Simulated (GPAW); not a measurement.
System: Bi, space group Im-3m (No. 229).

Starting cell:
```
Bi
1.0
    -1.98143    1.98143    1.98143
     1.98143   -1.98143    1.98143
     1.98143    1.98143   -1.98143
Bi
1
Direct
  0.00000 0.00000 0.00000
```

Calculation (GPAW 26.7.0): PAW DFT in plane waves, on a grid or in atomic orbitals, no spin polarisation; energies at scaled volumes of the given cell, shape and fractions fixed, counted from the fit's minimum, third-order Birch-Murnaghan fit. Level: PBEsol.

k mesh 9×9×9; occupations Fermi–Dirac; smearing width 0.05 eV; potentials PAW data sets made by gpaw setup for the functional; wave cutoff 600 eV; program settings basis pw.

Predict the energy and pressure against volume. The volume takes the values 29.25, 29.87, 30.49, 31.12, 31.74, 32.36, 32.98 Å³/atom.

A third-order Birch–Murnaghan fit gives V0 = 29.98 Å³/atom, B0 = 59.7 GPa and B′ = 4.2. The energy is 3.44 meV/atom at volume 29.25 Å³/atom and 47.47 meV/atom at 32.98 Å³/atom; the lowest computed point is at volume 29.87 Å³/atom (0.10 meV/atom), in a single well. The pressure falls from 1.49 GPa at volume 29.25 Å³/atom to −4.67 GPa at 32.98 Å³/atom, and changes sign near 29.97 Å³/atom.

```json
{"volume (Å³/atom)": "29.25", "energy (meV/atom)": "3.44", "pressure (GPa)": "1.49"}
{"volume (Å³/atom)": "29.87", "energy (meV/atom)": "0.10", "pressure (GPa)": "0.19"}
{"volume (Å³/atom)": "30.49", "energy (meV/atom)": "1.59", "pressure (GPa)": "-1.00"}
{"volume (Å³/atom)": "31.12", "energy (meV/atom)": "7.51", "pressure (GPa)": "-2.08"}
{"volume (Å³/atom)": "31.74", "energy (meV/atom)": "17.42", "pressure (GPa)": "-3.05"}
{"volume (Å³/atom)": "32.36", "energy (meV/atom)": "30.88", "pressure (GPa)": "-3.91"}
{"volume (Å³/atom)": "32.98", "energy (meV/atom)": "47.47", "pressure (GPa)": "-4.67"}
```

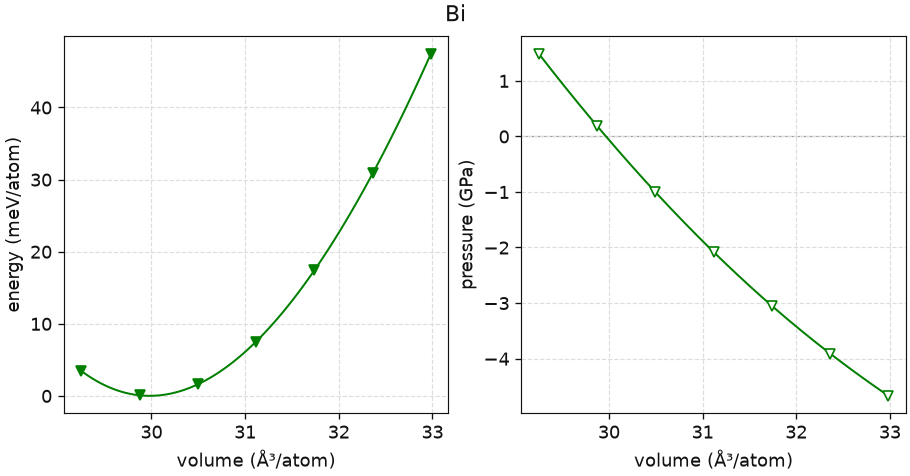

Keep in mind: spin-orbit coupling left out, heavy elements.
